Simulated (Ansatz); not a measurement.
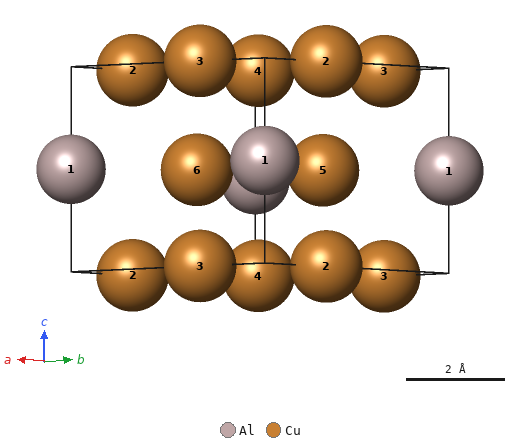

*The structure (spheres-only view of the cell of the calculation, seen at an oblique angle; atoms are numbered from 1 in the order of the input). An atom can appear more than once, as a periodic image.*

# Band-structure calculation, with input and output: AlCu5

AlCu5 (6 atoms in the cell), computed with DFT PBE, scalar-relativistic, plane waves, PAW, no spin polarisation (Ansatz 0.2.0).

The structure was made by a generator, so it may or may not be a known phase. Figures and captions count atoms from 1; the log counts them from 0 in places.

### The input
```yaml
crystal:
  lattice:
    - [4.4897390481, 0.0, 0.0]
    - [-2.244869524, 3.888228072, 0.0]
    - [0.0, 0.0, 4.2340632411]
  atoms:
    - { symbol: Al, position: [0.0, 0.0, 0.5] }
    - { symbol: Cu, position: [0.6658680073, 0.0, 0.0] }
    - { symbol: Cu, position: [0.0, 0.6658680073, 0.0] }
    - { symbol: Cu, position: [0.3341319927, 0.3341319927, 0.0] }
    - { symbol: Cu, position: [0.3333333333, 0.6666666667, 0.5] }
    - { symbol: Cu, position: [0.6666666667, 0.3333333333, 0.5] }
basis:
  ecutwfc: 420
kpoints:
  mp_grid: { grid: [12, 12, 10] }
  band_path:
    path:
      - [[0.0, 0.0, 0.0], [0.5, 0.0, 0.0], [0.33333333, 0.33333333, 0.0], [0.0, 0.0, 0.0], [0.0, 0.0, 0.5], [0.5, 0.0, 0.5], [0.33333333, 0.33333333, 0.5], [0.0, 0.0, 0.5]]
      - [[0.5, 0.0, 0.5], [0.5, 0.0, 0.0]]
      - [[0.33333333, 0.33333333, 0.5], [0.33333333, 0.33333333, 0.0]]
    npoints: 14
hamiltonian:
  xc: pbe
scf:
  occupations: { method: gaussian, width: 0.1 }
  n_extra_bands: 15
output:
  forces: true
  stress: true
  eigenvalues: true
  populations: true
  dos: { projected: true, de: 0.02, nscf_kmesh: { grid: [15, 15, 12] } }
  bader: true
  write_density: true
  write_potential: true
  elf: true
  volumetric_format: npy
```

Machine: 1 thread of Intel Xeon @ 2.50GHz (Skylake/Cascade Lake), 189 GiB of memory available, shared host.

Launch command:
```bash
ansatz run input.yaml --threads 1 --pin off --max-ram 2560MiB --backend cpu --events-out ev --progress --plain --runs-dir out
```

### Output
```
scf.n_extra_bands = 15 over 49 filled bands (N_el = 98.0): the run solves 64 bands
Engine: ansatz 0.2.0, x86_64-unknown-linux-gnu
Pseudopotentials: kind: paw
Pseudopotential: Al, paw, valence charge 3, recommended cutoff 420 eV (normal), Al.paw.azcp
Pseudopotential: Cu, paw, valence charge 19, recommended cutoff 420 eV (normal), Cu.paw.azcp
Functional definition: PBE
  parameter kappa = 0.804
  parameter beta = 0.06672455060314922
  exchange = pbe_x(kappa = kappa, mu = beta*pi^2/3)
  correlation = pbe_c(beta = beta)
Crystal: 6 atoms, lattice volume = 73.915 Å³
Basis set: ecut = 420 eV, 1437 PW (Γ), exchange–correlation on 64×64×60 points (8 copies of the dense FFT grid, shifted against one another)
Bands: 64, of which v1, the nominal top of the filled ones, is band 49 counted from 1 (48 counted from 0)
Symmetry: 12 space group operations
Space group: P-62m (ITA 189), of the structure as read, at distance tolerance 4.2e-5 Å
k-points: 114 of 1440 (time reversal used)
Non-local potential: Al, projectors of the file, l = 0: 2, l = 1: 2, l = 2: 1
Non-local potential: Cu, projectors of the file, l = 0: 3, l = 1: 2, l = 2: 3, l = 3: 1
PAW form: soft (Blöchl's): semilocal exchange-correlation on the pseudo side does not see the compensation charge
PAW one-centre angular grid: Al, 110 points (default); XC on 64 Gauss nodes
PAW one-centre angular grid: Cu, 590 points (default); XC on 64 Gauss nodes
Initial density: superposition of atomic densities (neutral atoms: chi_scale 0, normalization atom), corrected by the library's trained network
Initial wavefunctions: pseudopotential atomic-orbital guess
Functional: x = pbe(κ = 0.804, μ = 0.2195149727645171), c = pbe(β = 0.06672455060314922)
SCF iter   1: F=—  HF=-33664.164245 eV  |F-HF|=—  |Δ(HF+E_count)|=         —  Δρ=2.55e-3  dr2=3.79e-3  ethr=1.77e-3  ⟨swp⟩=5.1  Hψ=26139  notcnv=0  defer=238
preconditioner: auto → Kerker (q_TF=auto, 2.860 Å⁻¹)  [metal: Δε(μ)=0.023 eV  Ē_g=11.368 eV  σ=0.100 eV  W_gap=0.13  n_scr=26 (ndim 8)  ℏωp=32.9 eV  f_vac=0.001  D(μ)=2.27/eV (n_scr^D=20)]
SCF iter   2: F=—  HF=-33664.164121 eV  |F-HF|=—  |Δ(HF+E_count)|=   1.24e-4  Δρ=1.04e-3  dr2=7.93e-4  ethr=3.87e-6  ⟨swp⟩=2.1  Hψ=10498  notcnv=0  defer=308
SCF iter   3: F=—  HF=-33664.164127 eV  |F-HF|=—  |Δ(HF+E_count)|=   5.79e-6  Δρ=6.45e-4  dr2=3.89e-4  ethr=8.09e-7  ⟨swp⟩=2.4  Hψ=11043  notcnv=0  defer=308
SCF iter   4: F=—  HF=-33664.164082 eV  |F-HF|=—  |Δ(HF+E_count)|=   4.49e-5  Δρ=1.34e-4  dr2=2.26e-5  ethr=3.97e-7  ⟨swp⟩=2.2  Hψ=9468  notcnv=0  defer=308
SCF iter   5: F=—  HF=-33664.164155 eV  |F-HF|=—  |Δ(HF+E_count)|=   7.38e-5  Δρ=6.54e-5  dr2=2.28e-6  ethr=2.30e-8  ⟨swp⟩=2.1  Hψ=9423  notcnv=0  defer=308
SCF iter   6: F=—  HF=-33664.164155 eV  |F-HF|=—  |Δ(HF+E_count)|=   3.15e-7  Δρ=3.48e-5  dr2=6.33e-7  ethr=2.32e-9  ⟨swp⟩=2.0  Hψ=9529  notcnv=0  defer=308
SCF iter   7: F=-33664.164155 eV  HF=-33664.164155 eV  |F-HF|=2.71e-8  |Δ(HF+E_count)|=   1.05e-7  Δρ=6.83e-6  dr2=4.69e-8  ethr=1.02e-10  ⟨swp⟩=11.1  Hψ=53454  notcnv=0
SCF 1 converged in 7 iterations: F = -33664.164155 eV  dr2 = 4.69e-8
  greatest PAW one-centre occupation: 1.000 electrons in one spin orbital (limit 2), on the Cu atom at site 3 (counted from 0), in its partial waves of l = 0
NSCF: frozen V_eff on 129 k-points
NSCF: frozen V_eff on 189 k-points
SCF converged after 7 iterations
Free energy (F): -33664.164155 eV
Harris-Foulkes:  -33664.164155 eV  (|F-HF|=2.71e-8)
Internal energy: -33664.152846 eV  (E = F + TS)
E sigma→0 (E₀):  -33664.158500 eV
Entropy (-TS):   -0.011309 eV (-1.885 meV/atom)
Fermi energy:    15.318275 eV
--- Per-component energies (eV) ---
  E_band       = -1929.851630
  E_kinetic    = 1523.062849
  E_local      = -22646.432467  (includes V_loc(G=0)·N_el)
  E_nonlocal   = 1955.346685
  E_hartree    = 10052.146090
  E_xc         = -488.682724
  E_vxc        = -608.380178  (∫ρ·V_xc dr)
  E_paw        = -8778.888148  (= ΣΔE_a)
  E_vpaw       = -2257.749756  (= ΣTr[D̂ρ^β])
  E_aug_tail   = 0.001342  (compensation charges beyond the density's cutoff)
  E_ewald      = -15280.706473
  E_smearing   = -0.011309  (= −TS)
  E_closure    = 0.000000  (closes the sum)
  Σ components = -33664.164155   (vs F -33664.164155, Δ=0.00e0)
--- Forces (eV/Å), atoms counted from 1 ---
  atom   1  Al    -0.00000000     0.00000000     0.00000000
  atom   2  Cu     0.00012609    -0.00000000     0.00000000
  atom   3  Cu    -0.00006304     0.00010920     0.00000000
  atom   4  Cu    -0.00006304    -0.00010920     0.00000000
  atom   5  Cu    -0.00000000    -0.00000000     0.00000000
  atom   6  Cu     0.00000000     0.00000000     0.00000000
  max |Σ_I F_I| component: 4.16e-17 eV/Å
--- Stress (GPa, compression-positive) ---
        0.014393      -0.000000       0.000000
       -0.000000       0.014393       0.000000
        0.000000       0.000000       0.020202
  P = ⅓ Tr σ = 0.0163 GPa (0.163 kbar)
--- Band table (eV; the first three rows and the last of 114) ---
  k-point 0: bands = ["-97.6344", "-97.6287", "-97.4985", "-97.4904", "-97.4904", "-55.0404", "-55.0404", "-55.0078", "-55.0078", "-54.9730", "-54.9461", "-54.8971", "-54.8971", "-54.8855", "-54.8744", "-54.8638", "-54.8638", "-54.8465", "-54.8073", "-54.8073", "5.2143", "10.0645", "10.7273", "10.7273", "11.1300", "11.1300", "11.1414", "11.3708", "11.5014", "11.5014", "11.7296", "11.9545", "12.2052", "12.2052", "12.2433", "12.2433", "12.3771", "12.3858", "12.3858", "12.8499", "12.8499", "12.9499", "12.9499", "13.1822", "13.2603", "13.2603", "13.3182", "16.7219", "16.8356", "16.8356", "17.0951", "17.0951", "17.4741", "18.1062", "23.4024", "23.4024", "23.6456", "23.8694", "23.8694", "25.5350", "25.9309", "26.2683", "26.2683", "27.0355"]
  k-point 1: bands = ["-97.6344", "-97.6287", "-97.4985", "-97.4904", "-97.4904", "-55.0405", "-55.0405", "-55.0078", "-55.0078", "-54.9716", "-54.9468", "-54.8968", "-54.8968", "-54.8874", "-54.8739", "-54.8639", "-54.8639", "-54.8459", "-54.8073", "-54.8073", "5.2999", "9.9611", "10.7422", "10.7422", "11.1498", "11.1646", "11.1646", "11.3656", "11.4996", "11.4996", "11.7207", "11.9485", "12.1198", "12.1198", "12.2924", "12.2924", "12.3519", "12.3775", "12.3775", "12.8334", "12.8334", "12.9893", "12.9926", "12.9926", "13.1911", "13.2282", "13.2282", "16.8165", "16.9298", "16.9298", "17.1107", "17.1107", "18.0705", "18.1560", "22.6405", "22.6405", "22.9859", "23.6725", "23.6725", "24.6566", "26.6785", "26.6785", "26.7161", "27.9103"]
  k-point 2: bands = ["-97.6344", "-97.6287", "-97.4986", "-97.4904", "-97.4904", "-55.0410", "-55.0410", "-55.0080", "-55.0080", "-54.9678", "-54.9484", "-54.8960", "-54.8960", "-54.8922", "-54.8730", "-54.8640", "-54.8640", "-54.8443", "-54.8074", "-54.8074", "5.5543", "9.6011", "10.7886", "10.7886", "11.1713", "11.2501", "11.2501", "11.3506", "11.4977", "11.4977", "11.6984", "11.9337", "12.0093", "12.0093", "12.2161", "12.3010", "12.3010", "12.3582", "12.3582", "12.5299", "12.8263", "12.8263", "13.0695", "13.0695", "13.1477", "13.1477", "13.2138", "17.0550", "17.0921", "17.0921", "17.2624", "17.2624", "18.3033", "19.4770", "21.5924", "21.5924", "21.8956", "22.7979", "22.7979", "23.4413", "28.0311", "28.0311", "28.1835", "29.4532"]
  k-point 113: bands = ["-97.6315", "-97.6315", "-97.4932", "-97.4932", "-97.4930", "-55.0461", "-55.0254", "-55.0254", "-55.0043", "-54.9539", "-54.9539", "-54.8984", "-54.8984", "-54.8971", "-54.8776", "-54.8578", "-54.8578", "-54.8260", "-54.8260", "-54.8104", "8.8253", "9.6144", "9.8857", "9.8857", "10.3108", "10.3108", "11.3580", "11.5454", "11.5454", "11.5817", "11.5840", "11.5840", "12.1830", "12.1830", "12.2874", "12.4567", "12.4567", "12.5752", "12.6080", "12.7607", "12.7607", "13.0382", "13.0981", "13.1065", "13.1065", "13.2387", "13.4939", "13.4939", "13.6034", "13.6133", "13.6133", "21.6453", "21.6453", "22.1427", "22.7435", "22.7435", "23.2903", "26.8764", "27.8262", "28.3455", "28.3455", "28.8276", "28.8276", "29.9507"]
--- Löwdin populations: 6 sites ---
  site symbol       q [e]
     0     Al      4.0951
     1     Cu     18.6628
     2     Cu     18.6628
     3     Cu     18.6628
     4     Cu     18.5810
     5     Cu     18.5810
  spilling = 0.007701 (of n_electrons = 98.000000)
--- Bader charges: 6 sites ---
  site symbol  charge [e]  shift [e]
     0     Al      1.4387     0.0019
     1     Cu     -0.2301     0.0003
     2     Cu     -0.2301     0.0003
     3     Cu     -0.2301     0.0003
     4     Cu     -0.3742     0.0005
     5     Cu     -0.3742     0.0005
  estimated error of the sums over rays = 7.2e-4 e
```

### File bader_charges.tsv
```
# site	symbol	x_ang	y_ang	z_ang	partial_charge_e	electrons	volume_ang3	relative_density_drop	shared_charge_e	partial_wave_shift_e
# quadrature_error_electrons = 7.2e-4
0	Al	0.0000	0.0000	2.1170	1.43872	11.56128	8.06	-	1.43872	0.00191
1	Cu	2.9896	0.0000	0.0000	-0.23011	29.23011	12.97	-	-0.23011	0.00032
2	Cu	-1.4948	2.5890	0.0000	-0.23011	29.23011	12.97	-	-0.23011	0.00032
3	Cu	0.7501	1.2992	0.0000	-0.23010	29.23010	12.97	-	-0.23010	0.00032
4	Cu	0.0000	2.5922	2.1170	-0.37419	29.37419	13.47	-	-0.37419	0.00047
5	Cu	2.2449	1.2961	2.1170	-0.37420	29.37420	13.47	-	-0.37420	0.00047
```

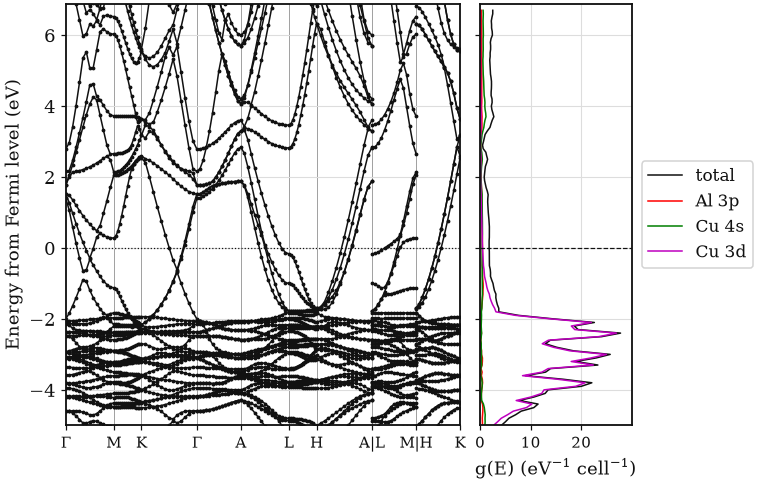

*Band structure along Γ–M–K–Γ–A–L–H–A|L–M|H–K and density of states (projected on Löwdin-orthogonalised atomic shells), with energies from the Fermi level.*

Bands cross the Fermi level: a metal at this level of theory.

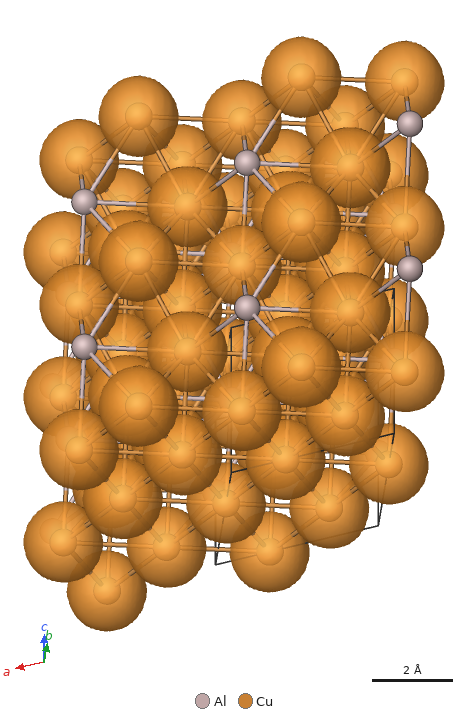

*Isosurface of the valence charge density (pseudo) at 0.4 e/Å³ (orange), seen at an oblique angle. Sticks mark near contacts. The outline is the cell set on symmetry axes.*

At this value the density breaks into separate islands; it holds about 85 % of the electrons treated as valence (semicore included). It is pinched off along the Cu–Cu (2.59 Å) and Al–Cu (2.59 Å) contacts. On the grid the lowest density along these lines, outside the cores, is 0.25 e/Å³ (Cu–Cu, 2.59 Å) and 0.23 e/Å³ (Al–Cu, 2.59 Å). In a PAW calculation such maps are meaningful between the atoms, not at the nuclei.

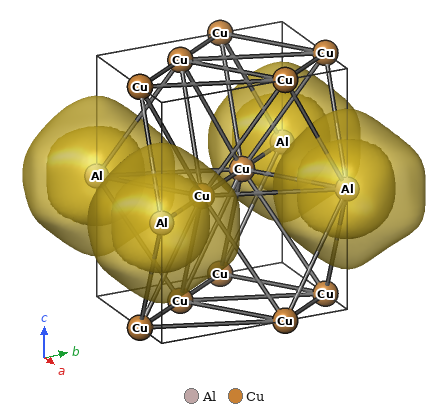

*Isosurface of the electron localisation function at 0.45 (yellow), seen slightly off an axis. Core shells and regions of very low density are left out. Sticks mark near contacts. The outline is the cell set on symmetry axes.*

Values along the shortest contacts: Cu–Cu (2.59 Å): the ELF is about 0.25 at the midpoint (no shared electron pair). Al–Cu (2.59 Å): the ELF is about 0.40 at the midpoint (no shared electron pair).

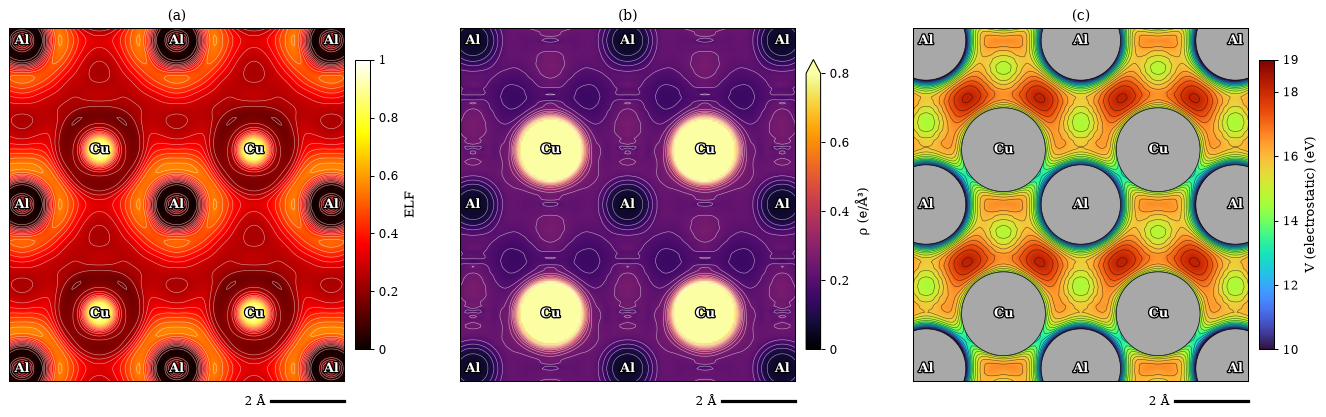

*(a) electron localisation function; (b) valence electron density; (c) electrostatic potential energy of an electron on the (11̄0) plane of the conventional cell. Grey discs, where drawn, cover atomic cores.*

The section cuts through Al and Cu sites. Al–Cu (2.59 Å): ρ is about 0.26 e/Å³ halfway; the ELF is about 0.40 at the midpoint; no localised pair between them. Away from the nuclei the density in this plane falls to 0.15 e/Å³ at its lowest. The strong features right at Cu lie inside the PAW spheres (semicore, d or f shells) and say nothing about bonding. Outside the cores the potential energy rises away from the atoms and is highest about 1.7 Å from the nearest atoms; outside the discs it spans about 8 eV, and its zero is arbitrary.

### Key numbers

```csv
quantity,value
outcome,converged
space group (tolerance 0.01 Å),P-62m (189)
electrons treated,98
free energy,−33664.1642 eV
Fermi energy,15.318 eV
gap on the k-point mesh,none (metallic)
pressure,0.02 GPa
largest force (length of the vector),under 0.001 eV/Å
wall time,6.3 min
peak memory,0.83 GiB
```
